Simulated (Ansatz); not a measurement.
MoS$_{2}$: single-point calculation

System: MoS$_{2}$ (R3m, 3 atoms in the cell).
Method: DFT PBEsol, scalar-relativistic, plane waves, PAW, spin-polarised (Ansatz 0.2.0).

The structure derives from a Materials Project entry.

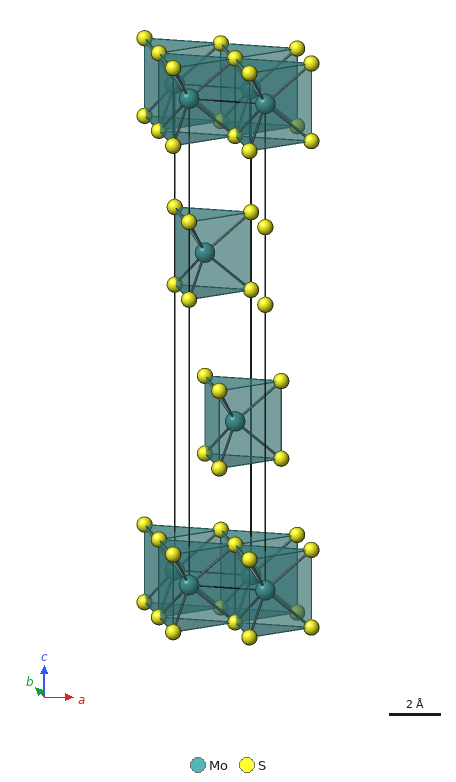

Figure 1. The input geometry (polyhedral view of the cell 3 times as large as that of the calculation, set on its symmetry axes, seen slightly off an axis; polyhedra are completed across the faces of the cell).

### Results in brief

- outcome: converged
- space group (tolerance 0.01 Å): R3m (160)
- electrons treated: 26
- free energy: −6670.1470 eV
- Fermi energy: 10.272 eV
- gap on the k-point mesh: 1.06 eV
- net moment of the cell: 0.00 μB
- integrated absolute moment: 0.00 μB
- pressure: −3.14 GPa
- largest force (length of the vector): 0.133 eV/Å
- hardware: 1 thread of Intel Xeon @ 2.50GHz (Skylake/Cascade Lake), 192 GiB of memory available, shared host
- wall time: 16 s
- peak memory: 0.4 GiB

### Remarks

The program warns: some starting moments were not kept.

### Input
```yaml
crystal:
  lattice:
    - [1.5921519155, 0.919229337, 6.4820983796]
    - [-1.5921519155, 0.919229337, 6.4820983796]
    - [0.0, -1.838458674, 6.4820983796]
  atoms:
    - { symbol: Mo, position: [0.99977504, 0.99977504, 0.99977504], spin: 1.0 }
    - { symbol: S, position: [0.41293022, 0.41293022, 0.41293022] }
    - { symbol: S, position: [0.25329574, 0.25329574, 0.25329574] }
basis:
  ecutwfc: 420
kpoints:
  mp_grid: { grid: [6, 6, 6] }
hamiltonian:
  xc: pbesol
scf:
  occupations: { method: gaussian, width: 0.1 }
  lower_state_search: "off"
output:
  forces: true
  stress: true
  eigenvalues: true
  populations: true
magnetization:
  spin_polarized: true
```

Command:
```bash
ansatz run input.yaml --threads 1 --pin off --max-ram 2560MiB --backend cpu --events-out ev --progress --plain --runs-dir out
```

### Output
```
basis.fft_grid_basis auto: the FFT boxes are laid along the combinations [[1, 0, -1], [0, 1, -1], [0, 0, 1]] of the cell's own vectors, 3.184, 3.184 and 6.738 Å long. The dense box has 24×24×48 points. Along the cell's own vectors, as sized, it would have 48×48×48, 4.00 times as many. Of the 6 symmetry operations that the crystal satisfies within crystal.symmetry.tolerance (time reversal apart; of a slab, those that keep its plane) the dense box along the cell's own vectors carries 6, and the one as laid loses 4 of those. basis.fft_grid_basis: typed keeps the cell's own vectors: state it where this run's energies or levels are differenced outside the engine with another run's, or held beside a run that keeps those vectors.
Engine: ansatz 0.2.0, x86_64-unknown-linux-gnu
Pseudopotentials: kind: paw
Pseudopotential: Mo, paw, valence charge 14, recommended cutoff 420 eV (normal), Mo.paw.azcp
Pseudopotential: S, paw, valence charge 6, recommended cutoff 420 eV (normal), S.paw.azcp
Functional definition: PBEsol
  exchange = pbesol_x
  correlation = pbesol_c
Crystal: 3 atoms, lattice volume = 56.921 Å³
Basis set: ecut = 420 eV, 1155 PW (Γ), FFT grids on a1−a3, a2−a3, a3, exchange–correlation on 48×48×96 points (8 copies of the dense FFT grid, shifted against one another)
Bands: 18, of which v1, the nominal top of the filled ones, is band 13 counted from 1 (12 counted from 0)
Symmetry: 6 space group operations
Space group: R3m (ITA 160), of the structure as read, at distance tolerance 3.8e-5 Å
Magnetic group: BNS 160.65 (UNI 1295), of the structure as read, at distance tolerance 3.8e-5 Å
k-points: 32 of 216 (time reversal used)
Non-local potential: Mo, projectors of the file, l = 0: 3, l = 1: 2, l = 2: 2, l = 3: 1
Non-local potential: S, projectors of the file, l = 0: 2, l = 1: 2, l = 2: 2
PAW form: soft (Blöchl's): semilocal exchange-correlation on the pseudo side does not see the compensation charge
PAW frozen core: Mo, regenerated for the run's functional, and the local potential with it (the file was generated under x = pbe(κ = 0.804, μ = 0.2195149727645171), c = pbe(β = 0.06672455060314922))
PAW frozen core: S, regenerated for the run's functional, and the local potential with it (the file was generated under x = pbe(κ = 0.804, μ = 0.2195149727645171), c = pbe(β = 0.06672455060314922))
PAW one-centre angular grid: Mo, 590 points (default); XC on 64 Gauss nodes
PAW one-centre angular grid: S, 110 points (default); XC on 64 Gauss nodes
Initial density: superposition of atomic densities (chi_scale 0.1, normalization cell)
Starting moments: Σ|m| = 1 μB on 1 of 3 sites
Initial wavefunctions: pseudopotential atomic-orbital guess
Functional: x = pbesol(κ = 0.804, μ = 0.12345679012345678), c = pbesol(β = 0.046)
SCF iter   1: F=—  HF=-6671.486916 eV  |F-HF|=—  |Δ(HF+E_count)|=         —  Δρ=6.46e-2 (↑6.46e-2 ↓3.04e-2)  dr2=6.28e0  dr2_m=3.75e-1  M=0.000 μB ∫|m|=0.215 μB  β_m=0.30  ethr=3.10e-3  ⟨swp⟩=5.6  Hψ=6173  notcnv=0
preconditioner: auto → none  [insulator: Δε(μ)=0.650 eV  Ē_g=9.629 eV  σ=0.100 eV  W_gap=1.00  n_scr=16 (ndim 8)  ℏωp=20.9 eV  f_vac=0.016  D(μ)=0.00/eV (n_scr^D=0)  ε∞_Penn≈5.7]
SCF iter   2: F=—  HF=-6670.624506 eV  |F-HF|=—  |Δ(HF+E_count)|=   8.62e-1  Δρ=3.50e-2 (↑1.89e-2 ↓3.50e-2)  dr2=3.36e0  dr2_m=1.75e-1  M=0.002 μB ∫|m|=0.234 μB  β_m=0.30  ethr=3.10e-3  ⟨swp⟩=3.1  Hψ=3019  notcnv=0  defer=62
SCF iter   3: F=—  HF=-6670.198030 eV  |F-HF|=—  |Δ(HF+E_count)|=   4.26e-1  Δρ=2.40e-2 (↑2.40e-2 ↓1.36e-2)  dr2=4.47e-1  dr2_m=9.99e-2  M=0.000 μB ∫|m|=0.165 μB  β_m=0.30  ethr=3.10e-3  ⟨swp⟩=3.0  Hψ=2209  notcnv=0  defer=61
SCF iter   4: F=—  HF=-6670.133185 eV  |F-HF|=—  |Δ(HF+E_count)|=   6.48e-2  Δρ=1.26e-2 (↑1.02e-2 ↓1.26e-2)  dr2=3.66e-2  dr2_m=5.24e-2  M=0.000 μB ∫|m|=0.139 μB  β_m=0.30  ethr=1.72e-3  ⟨swp⟩=2.2  Hψ=1882  notcnv=0  defer=61
SCF iter   5: F=—  HF=-6670.136072 eV  |F-HF|=—  |Δ(HF+E_count)|=   2.89e-3  Δρ=8.44e-3 (↑8.44e-3 ↓6.58e-3)  dr2=8.64e-3  dr2_m=2.87e-2  M=0.000 μB ∫|m|=0.109 μB  β_m=0.30  ethr=1.41e-4  ⟨swp⟩=2.1  Hψ=1946  notcnv=0  defer=61
SCF iter   6: F=—  HF=-6670.140022 eV  |F-HF|=—  |Δ(HF+E_count)|=   3.95e-3  Δρ=5.77e-3 (↑5.23e-3 ↓5.77e-3)  dr2=3.54e-4  dr2_m=1.57e-2  M=0.000 μB ∫|m|=0.088 μB  β_m=0.30  ethr=3.32e-5  ⟨swp⟩=1.6  Hψ=1368  notcnv=0  defer=61
SCF iter   7: F=—  HF=-6670.142909 eV  |F-HF|=—  |Δ(HF+E_count)|=   2.89e-3  Δρ=4.18e-3 (↑4.18e-3 ↓4.01e-3)  dr2=5.71e-5  dr2_m=8.76e-3  M=0.000 μB ∫|m|=0.070 μB  β_m=0.30  ethr=1.36e-6  ⟨swp⟩=2.0  Hψ=1918  notcnv=0  defer=61
Mixer restart at iter 7: flushing history
spin-set hold released at iteration 7 (site moments contracting): the magnetisation degrees of freedom join the quasi-Newton model from the next iteration; the mixer history was flushed
SCF iter   8: F=—  HF=-6670.144597 eV  |F-HF|=—  |Δ(HF+E_count)|=   1.69e-3  Δρ=3.14e-3 (↑3.00e-3 ↓3.14e-3)  dr2=5.61e-5  dr2_m=4.92e-3  M=0.000 μB ∫|m|=0.056 μB  β_m=0.65  ethr=2.20e-7  ⟨swp⟩=2.1  Hψ=1711  notcnv=0  defer=61
SCF iter   9: F=—  HF=-6670.149957 eV  |F-HF|=—  |Δ(HF+E_count)|=   5.36e-3  Δρ=2.07e-3 (↑2.07e-3 ↓1.35e-3)  dr2=2.15e-2  dr2_m=7.24e-5  M=0.000 μB ∫|m|=0.012 μB  β_m=0.40  ethr=2.16e-7  ⟨swp⟩=3.5  Hψ=2543  notcnv=0  defer=61  recentre
SCF iter  10: F=—  HF=-6670.146953 eV  |F-HF|=—  |Δ(HF+E_count)|=   3.00e-3  Δρ=2.92e-4 (↑2.80e-4 ↓2.92e-4)  dr2=2.14e-6  dr2_m=4.24e-5  M=0.000 μB ∫|m|=0.010 μB  β_m=0.70  ethr=2.16e-7  ⟨swp⟩=3.4  Hψ=2640  notcnv=0  defer=61
SCF iter  11: F=—  HF=-6670.147003 eV  |F-HF|=—  |Δ(HF+E_count)|=   4.93e-5  Δρ=1.31e-4 (↑1.27e-4 ↓1.31e-4)  dr2=1.11e-5  dr2_m=8.09e-6  M=0.000 μB ∫|m|=0.004 μB  β_m=0.85  ethr=8.24e-9  ⟨swp⟩=3.1  Hψ=2304  notcnv=0  defer=61
SCF iter  12: F=—  HF=-6670.147042 eV  |F-HF|=—  |Δ(HF+E_count)|=   3.96e-5  Δρ=1.33e-4 (↑1.29e-4 ↓1.33e-4)  dr2=1.67e-4  dr2_m=6.56e-7  M=0.000 μB ∫|m|=0.001 μB  β_m=0.55  ethr=8.24e-9  ⟨swp⟩=3.1  Hψ=2415  notcnv=0  defer=61  recentre
SCF iter  13: F=—  HF=-6670.147012 eV  |F-HF|=—  |Δ(HF+E_count)|=   3.01e-5  Δρ=7.58e-6 (↑7.58e-6 ↓7.18e-6)  dr2=4.81e-9  dr2_m=2.77e-8  M=0.000 μB ∫|m|=0.000 μB  β_m=0.68  ethr=8.24e-9  ⟨swp⟩=3.0  Hψ=2292  notcnv=0  defer=61
iter 14 did not close the SCF: its close was put off for a magnetic moment that had not settled (scf_convergence_deferred on its scf_iter line)
SCF iter  14: F=-6670.147012 eV  HF=-6670.147012 eV  |F-HF|=7.29e-10  |Δ(HF+E_count)|=   5.45e-8  Δρ=2.71e-6 (↑2.39e-6 ↓2.71e-6)  dr2=6.22e-9  dr2_m=2.67e-9  M=0.000 μB ∫|m|=0.000 μB  β_m=0.65  ethr=1.85e-11  ⟨swp⟩=7.7  Hψ=5242  notcnv=0
iter 15 did not close the SCF: its close was put off for a magnetic moment that had not settled (scf_convergence_deferred on its scf_iter line)
SCF iter  15: F=-6670.147012 eV  HF=-6670.147012 eV  |F-HF|=4.73e-11  |Δ(HF+E_count)|=   3.28e-9  Δρ=4.80e-7 (↑4.80e-7 ↓4.78e-7)  dr2=1.36e-10  dr2_m=1.03e-10  M=0.000 μB ∫|m|=0.000 μB  β_m=0.65  ethr=1.85e-11  ⟨swp⟩=1.5  Hψ=3490  notcnv=0
SCF iter  16: F=-6670.147012 eV  HF=-6670.147012 eV  |F-HF|=1.64e-11  |Δ(HF+E_count)|=  1.35e-10  Δρ=1.76e-7 (↑1.55e-7 ↓1.76e-7)  dr2=6.82e-13  dr2_m=1.39e-11  M=0.000 μB ∫|m|=0.000 μB  ethr=1.00e-12  ⟨swp⟩=1.0  Hψ=3068  notcnv=0
WARN: the starting moments were not kept: the SCF closed with an absolute magnetisation of 3.0e-6 μB, where they sum to 1 μB in size (1 site). That is at most 0.1 of that sum. Measured as dr2_m measures the in/out step, that magnetisation stands 9.9e-13 eV from none, at or under the dr2_threshold of 1.0e-7 eV: it is no larger than a step whose dr2_m would equal this threshold. The system may hold no moment; this SCF shows only that its start led to no more than that. To try another start: raise the starting moments (crystal.atoms[].spin, magnetization.per_species, magnetization.initial_magnetization, or on a non-collinear deck that types none of these the spinor_matrix: blocks that start its atoms; where the total moment is fixed, keep their sum and leave initial_magnetization as it is; typed ones take the place of any that the run laid by itself, positive ones on a crystal's lanthanoids without a Hubbard term where scf.initial_density.shell_occupations: [] is typed) or, if the notice of its spin-set hold's release reads "site moments contracting" or "site moments show no strong build", lengthen the hold (scf.mixing.spin_hold: { on: { confirm: 4 } }; for m-r²SCAN on two components see the key's manual first). Each may lead to a state that holds a moment. A second SCF, from the converged charge density, with the starting moments and any scf.initial_density.shell_occupations laid on it anew, would have followed, and was not run: the deck does not ask for one (magnetization.retry_lost_moments is false, the default). To let it run, set magnetization.retry_lost_moments: true and run the deck again, where that key's refused combinations let it; where memory then withholds it, that run's warning says so.
SCF 1 converged in 16 iterations: F = -6670.147012 eV  dr2 = 6.82e-13
  greatest PAW one-centre occupation: 0.999 electrons in one spin orbital (limit 2), on the Mo atom at site 0 (counted from 0), in its partial waves of l = 0
```

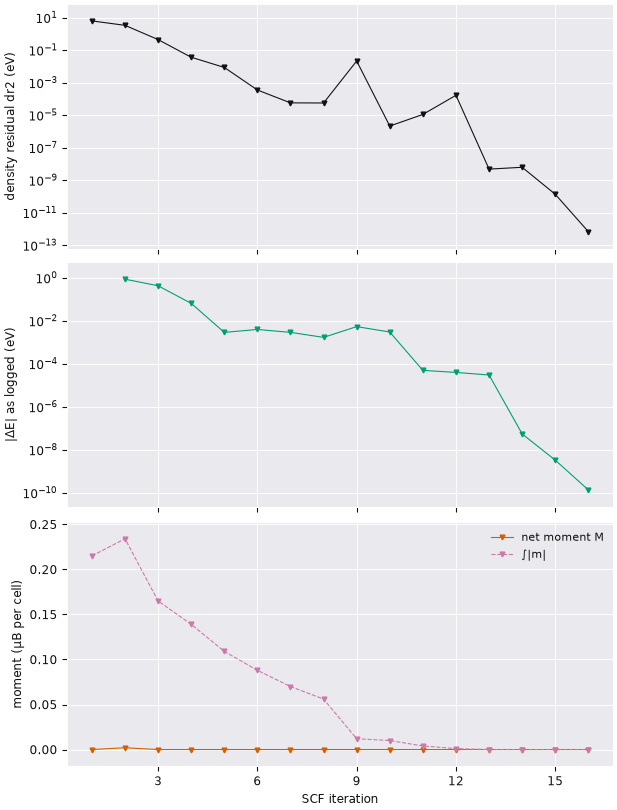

Figure 2. Convergence of the self-consistent field: density residual dr2, size of the energy change and magnetic moment against the SCF iteration. The residual falls unevenly and jumps up by a factor of two or more 3 times on the way down. The net moment stays at 0.0 μB per cell, and ∫|m| falls to zero.

```
SCF converged after 16 iterations
Magnetization: 0.0000 μB (13.0000 up, 13.0000 down)
Absolute magnetization: 0.0000 μB (∫|ρ↑−ρ↓|, with the PAW one-centre terms)
Spin contamination: 0.0000 ħ² per cell (⟨S²⟩ above its minimum at these occupations)
Per-site moments (μB) at R_I (Å): [(-7.576492811664274e-7, 0.9924736809673961), (8.071143538172861e-8, 0.9925213576151553), (8.02391116652111e-8, 0.9924736809673961)]
Free energy (F): -6670.147012 eV
Harris-Foulkes:  -6670.147012 eV  (|F-HF|=1.64e-11)
Internal energy: -6670.147012 eV  (E = F + TS)
E sigma→0 (E₀):  -6670.147012 eV
Fermi energy:    10.271804 eV
--- Per-component energies (eV) ---
  E_band       = -182.465538
  E_kinetic    = 654.653154
  E_local      = -2208.597794  (includes V_loc(G=0)·N_el)
  E_nonlocal   = 201.305525
  E_hartree    = 864.215677
  E_xc         = -374.993014
  E_vxc        = -403.663593  (∫ρ·V_xc dr)
  E_paw        = -4311.798157  (= ΣΔE_a)
  E_vpaw       = -154.594199  (= ΣTr[D̂ρ^β])
  E_aug_tail   = 0.000036  (compensation charges beyond the density's cutoff)
  E_ewald      = -1495.265637
  E_core_change = 0.333198  (= ΣΔE_core)
  E_smearing   = -0.000000  (= −TS)
  E_closure    = 0.000000  (closes the sum)
  Σ components = -6670.147012   (vs F -6670.147012, Δ=0.00e0)
--- Forces (eV/Å), atoms counted from 1 ---
  atom   1  Mo    -0.00000000     0.00000000    -0.00123591
  atom   2  S     -0.00000000     0.00000000    -0.13164716
  atom   3  S      0.00000000    -0.00000000     0.13288345
  max |Σ_I F_I| component: 3.83e-7 eV/Å
--- Stress (GPa, compression-positive) ---
       -3.909743       0.000000      -0.000000
        0.000000      -3.909743       0.000000
       -0.000000       0.000000      -1.590076
  P = ⅓ Tr σ = -3.1365 GPa (-31.365 kbar)
--- Band table (eV; the first three rows and the last of 64) ---
  k-point 0 ↑: bands = ["-51.5716", "-25.7489", "-25.5319", "-25.5319", "-4.9847", "-3.4480", "3.1940", "6.5228", "6.5228", "7.6394", "7.6394", "8.3475", "8.8272", "11.9285", "11.9285", "12.2778", "12.2778", "15.1565"]
  k-point 1 ↑: bands = ["-51.5622", "-25.7300", "-25.6281", "-25.5538", "-4.5817", "-3.3081", "3.6308", "5.7668", "6.4830", "6.9371", "7.0862", "8.5260", "8.7756", "11.3443", "11.8909", "11.9061", "12.5195", "16.5971"]
  k-point 2 ↑: bands = ["-51.5433", "-25.8162", "-25.6918", "-25.5973", "-3.6408", "-2.9871", "3.7948", "5.0118", "5.2147", "6.2846", "7.8126", "7.8328", "8.1611", "11.3378", "11.4489", "12.8318", "13.2260", "16.7227"]
  k-point 31 ↓: bands = ["-51.5716", "-25.7489", "-25.5319", "-25.5319", "-4.8517", "-3.6787", "3.8476", "6.5160", "6.5160", "6.6884", "7.6528", "7.6528", "9.7515", "11.9764", "11.9764", "12.2106", "12.2106", "15.3286"]
--- Löwdin populations: 3 sites ---
  site symbol       q [e]    m [muB]
     0     Mo     13.6887    -0.0000
     1      S      6.0541     0.0000
     2      S      6.0524     0.0000
  spilling = 0.007876 (of n_electrons = 26.000000)
```

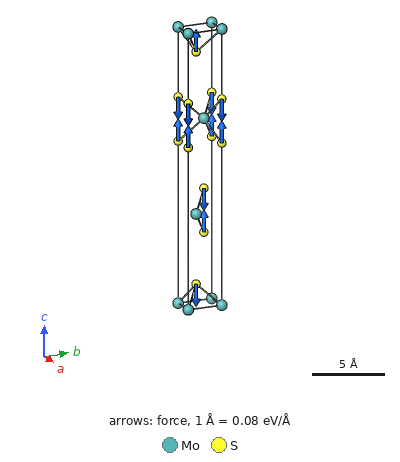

Figure 3. Forces on the atoms as blue arrows (ball-and-stick view of the cell 3 times as large as that of the calculation, set on its symmetry axes, seen slightly off an axis); the smallest are left out. The largest act on S2, S3 (0.13 eV/Å). Atoms are counted from 1 in the order of the input and aren't labelled in the picture. The geometry is not a stationary point of this energy.

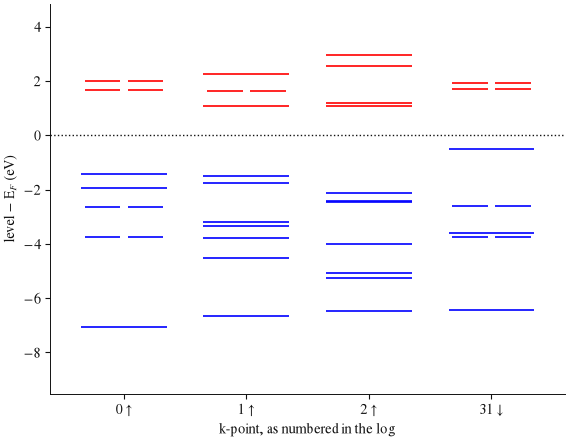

Figure 4. Kohn–Sham levels near the Fermi level (dotted) at the few k-points that the log prints; levels within 0.02 eV of each other stand side by side. Among these points the highest filled and lowest empty levels are 1.59 eV apart; the gap on the full mesh, 1.06 eV, has an edge at a point that isn't printed.
